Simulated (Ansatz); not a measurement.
Al₁₅GaN₁₆ (cell charge −1, with a compensating background) (cell with a defect)

The calculation's input:

```
crystal:
  lattice:
    - [4.4031742003, -4.4031742003, 4.4031742003]
    - [-4.4031742003, 4.4031742003, 4.4031742003]
    - [-4.4031742003, -4.4031742003, -4.4031742003]
  atoms:
    - { symbol: Ga, position: [0.2504350662, 0.7487687418, -0.0004908735], spin: 0.2 }
    - { symbol: Al, position: [0.5008044539, 0.7509627122, 0.7489413634] }
    - { symbol: Al, position: [0.7501349451, 0.7509629491, 0.4998154313] }
    - { symbol: Al, position: [-0.0007369948, 0.0016340713, 0.9998147149] }
    - { symbol: Al, position: [0.2501345452, 0.0016336614, 0.7489446515] }
    - { symbol: Al, position: [-0.0007348246, 0.7509659155, 0.2504890883] }
    - { symbol: Al, position: [0.7501326915, 0.2509604133, -0.0001901141] }
    - { symbol: Al, position: [0.5010034855, 0.0018322921, 0.5013507801] }
    - { symbol: Al, position: [0.7516744809, 0.0018330864, 0.2506818285] }
    - { symbol: Al, position: [-0.0005345461, 0.2494213086, 0.749140108] }
    - { symbol: Al, position: [0.500809651, 0.5000992541, -0.000188056] }
    - { symbol: Al, position: [0.2501358528, 0.2509620331, 0.4998087289] }
    - { symbol: Al, position: [0.7485960421, 0.5002900229, 0.7491406275] }
    - { symbol: Al, position: [0.5010041818, 0.2525052543, 0.250679859] }
    - { symbol: Al, position: [-0.0005353308, 0.5002927719, 0.4982689448] }
    - { symbol: Al, position: [0.2501329952, 0.50009557, 0.2504790376] }
    - { symbol: "N", position: [0.2487329826, 0.00996553, 0.0002008932], spin: 0.2 }
    - { symbol: "N", position: [0.5003802378, 0.0012069305, 0.7505441564] }
    - { symbol: "N", position: [0.7496477423, 0.0002283497, 0.4993230671] }
    - { symbol: "N", position: [-0.0001108756, 0.2514510414, -0.0001900632] }
    - { symbol: "N", position: [0.2501390169, 0.2514555672, 0.749566849] }
    - { symbol: "N", position: [0.0008726555, 0.0012079898, 0.2500598435] }
    - { symbol: "N", position: [0.7506306014, 0.500718605, -0.0001860527] }
    - { symbol: "N", position: [0.4994030586, 0.2504736987, 0.4993209489] }
    - { symbol: "N", position: [0.7496473107, 0.25047409, 0.2490771774] }
    - { symbol: "N", position: [-0.0051949999, 0.4971035609, 0.7437667063], spin: 0.2 }
    - { symbol: "N", position: [0.5107554284, 0.7539118154, -0.0001588306], spin: 0.2 }
    - { symbol: "N", position: [0.2501363388, 0.5007174443, 0.5002985771] }
    - { symbol: "N", position: [0.7506248976, 0.7509610244, 0.7495675083] }
    - { symbol: "N", position: [0.5003827372, 0.5017010467, 0.2500565514] }
    - { symbol: "N", position: [-0.0001095158, 0.7509638546, 0.5003035349] }
    - { symbol: "N", position: [0.2472538289, 0.754322341, 0.2539352586], spin: 0.2 }
  host:
    lattice:
      - [0.0, 2.2015871002, 2.2015871002]
      - [2.2015871002, 0.0, 2.2015871002]
      - [2.2015871002, 2.2015871002, 0.0]
    atoms:
      - { symbol: Al, position: [0.0, 0.0, 0.0] }
      - { symbol: "N", position: [0.75, 0.75, 0.75] }
total_charge: -1
basis:
  ecutwfc: 420
  xc_grid: 2
kpoints:
  mp_grid: { grid: [2, 2, 2], shift: [0.5, 0.5, 0.5] }
hamiltonian:
  xc: pbe
scf:
  occupations: { method: gaussian, width: 0.01 }
output:
  forces: true
  stress: false
  eigenvalues: true
  populations: true
  charged_corrections:
    defect_position: [0.25, 0.75, 0.0]
    epsilon: [[8.6591, 0.0, 0.0], [0.0, 8.6591, 0.0], [0.0, 0.0, 8.6591]]
  write_density: true
  write_potential: true
  elf: true
  volumetric_format: npy
magnetization:
  spin_polarized: true
relax:
  adjacent_minimum: "off"
  f_tol: 0.025
  max_steps: 45
```

Launched as:

```sh
ansatz run input.yaml --threads 4 --pin off --max-ram 10240MiB --backend cpu --events-out ev --progress --plain --runs-dir out
```

The fields are those of the run's last geometry, not of the input's.

The program warned that a starting moment wasn't kept; spin-polarised.

All numbers below come from Ansatz 0.2.0, DFT PBE, scalar-relativistic, plane waves, PAW.

Core electrons are frozen (PAW), and the valence fields are smoothed inside the atomic spheres.

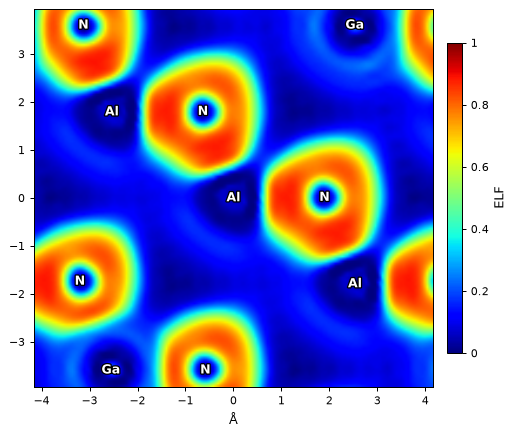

Figure 1. Electron localisation function on the (010) plane of the calculation cell.

Question: Read the bonding off the picture.

Answer: The section cuts through Ga, Al and N sites.
Al–N (1.90 Å): the ELF peaks at about 0.90 between the atoms.
Ga–N (1.96 Å): the ELF peaks at about 0.85 in the valence shell of N, 0.7 Å from its nucleus, and is about 0.45 at the midpoint.

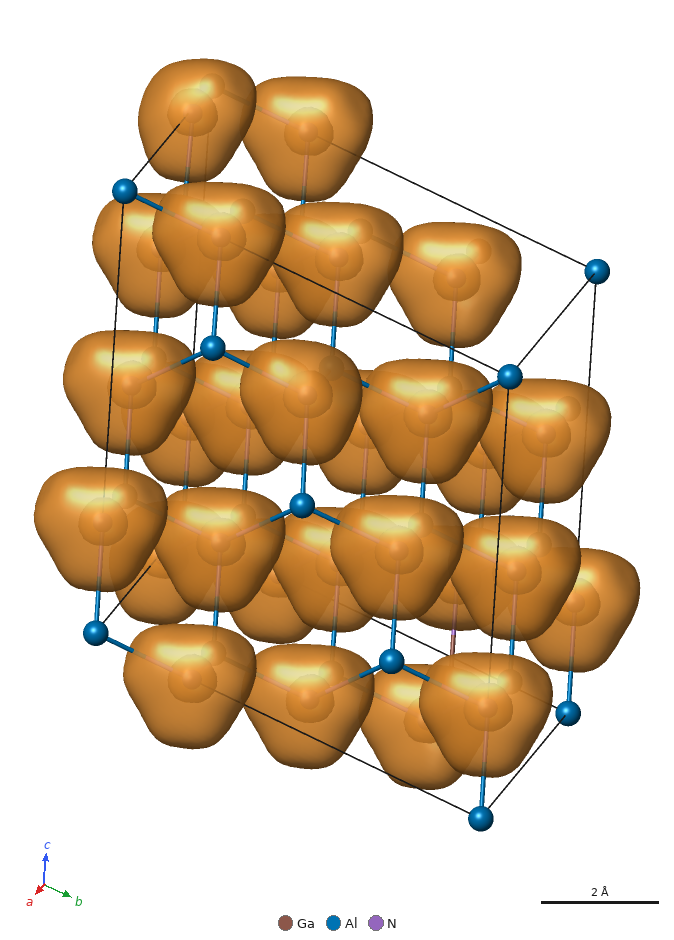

Figure 2. Isosurface of the electron localisation function at 0.65 (orange), seen slightly off an axis. Core shells and regions of very low density are left out. Sticks mark near contacts.

Question: What do the ELF domains correspond to?

Answer: At this value the surface marks out 16 regions on N in which the atom's valence shell and bonds are merged, counted in one cell of 32 atoms. Any copies at cell faces, edges or corners count once.

Question: Metal or insulator at this level of theory?

Answer: It is gapless in this calculation (a metal or semimetal).
